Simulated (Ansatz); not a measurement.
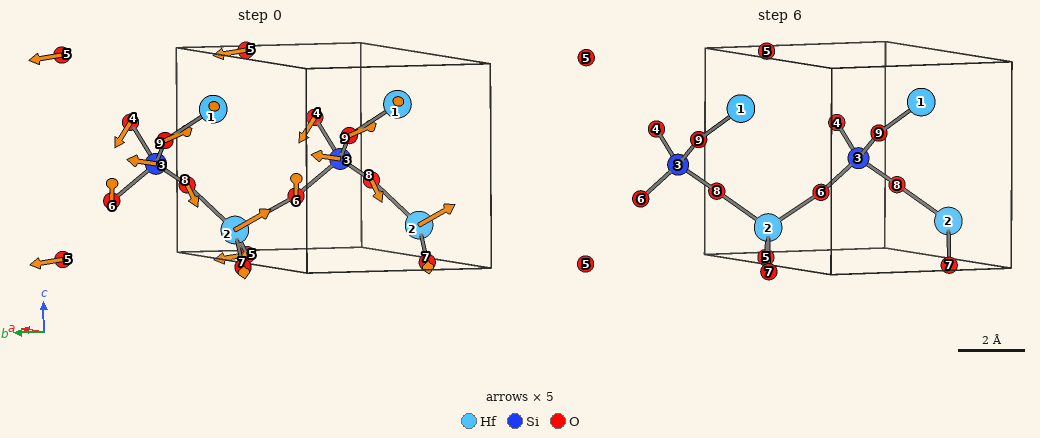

The structure of crystalline Hf$_{2}$SiO$_{6}$ (a generated structure, set up in P1) (coarse preliminary run) before (left) and after (right) a relaxation, at one scale. The orange arrows give the displacements (the part carried along by the change of the cell is left out), 5 times their true length.

A ball-and-stick model of the reduced cell, repeated 1 × 2 × 1 with one cell outlined, seen from a free direction. Lengths and directions refer to the drawn axes.

These are results of DFT PBE, scalar-relativistic, plane waves, PAW (Ansatz 0.2.0), not measurements. (plane-wave cutoff 420 eV; k-point mesh 4 × 4 × 2; occupations gaussian; smearing width 0.1 eV; no spin polarisation; cell and atoms relaxed; force threshold 0.025 eV/Å; at most 60 steps)

Summarise the run.

The largest moves relative to the cell, 0.29 Å, are those of Hf2 and O6. Hf2 goes along [1 −3 1]. By element the largest moves are Hf 0.29 Å, O 0.29 Å, Si 0.20 Å. The volume changes by −1.0 %, with a 5.807 → 5.741 Å (−1.1 %), b 5.864 → 5.752 Å (−1.9 %), c 6.353 → 6.410 Å (+0.9 %), α 89.0° → 89.9°, β 89.6° → 90.1°, γ 61.7° → 63.0°. Some distances before and after: Hf2–O7 1.667 → 1.949 Å, Hf2–O6 2.178 → 1.953 Å, Si3–O4 1.856 → 1.636 Å, Si3–O8 1.422 → 1.637 Å. Among the angles between lasting bonds that change: O5–Hf2–O6 82.6° → 107.6°, Hf1–O9–Si3 135.8° → 159.1°, O8–Si3–O9 126.5° → 109.5°. The space group stays P1 (No. 1). Over 5 accepted moves (6 points after the start) the energy falls by 4.428 eV per cell of the calculation. Largest force component: 13 eV/Å at the start, 0.0057 eV/Å at the end. The pressure goes from 4.13 to −0.11 GPa. The SCF was repeated once at an unchanged geometry on a basis and grid sized afresh for the cell, which shifted the energy by 2.2 meV per cell of the calculation at most.
